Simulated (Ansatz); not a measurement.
Consider AlNi₃.

```
CELL_PARAMETERS angstrom
2.68647 -2.68647 0.00000
2.68647 2.68647 0.00000
0.00000 0.00000 6.04456
ATOMIC_POSITIONS crystal
Al 0.50000 0.50000 0.00000
Al 0.00000 0.00000 0.50000
Ni 0.00000 0.50000 0.25000
Ni 0.50000 0.00000 0.75000
Ni 0.00000 0.00000 0.00000
Ni 0.50000 0.50000 0.50000
Ni 0.50000 0.00000 0.25000
Ni 0.00000 0.50000 0.75000
```

Space group I4/mmm; a structure from a database of computed crystals, not necessarily the ambient phase; changed on purpose from its base cell (strain -0.040 along x and y, +0.080 along z, atoms carried along); computed without spin polarisation.

Computed with DFT PBEsol, scalar-relativistic, plane waves, PAW in Ansatz 0.2.0.

> What can the converged valence pseudo-density and electron localisation function tell about the bonding?

Al–Ni (2.43 Å): ρ at the midpoint is about 0.32 e/Å³; the ELF is about 0.40 at the midpoint.
Ni–Ni (2.43 Å): the density is about 0.36 e/Å³ at the midpoint; the ELF is about 0.25 at the midpoint (no shared electron pair shows on this line).

> Does the calculation give a band gap?

It is gapless in this calculation (a metal or semimetal).

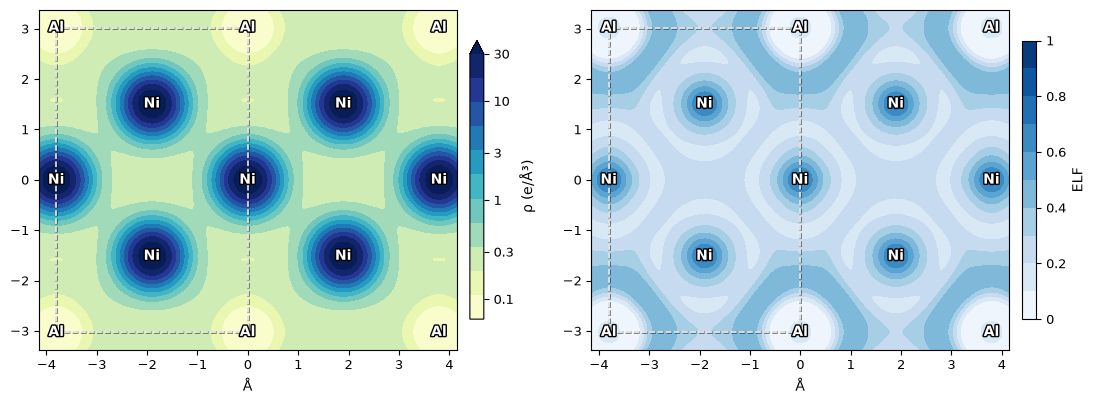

Computed valence pseudo-density and electron localisation function on the (010) plane of the conventional cell, in this order. 

In a PAW calculation such maps are meaningful between the atoms, not at the nuclei.
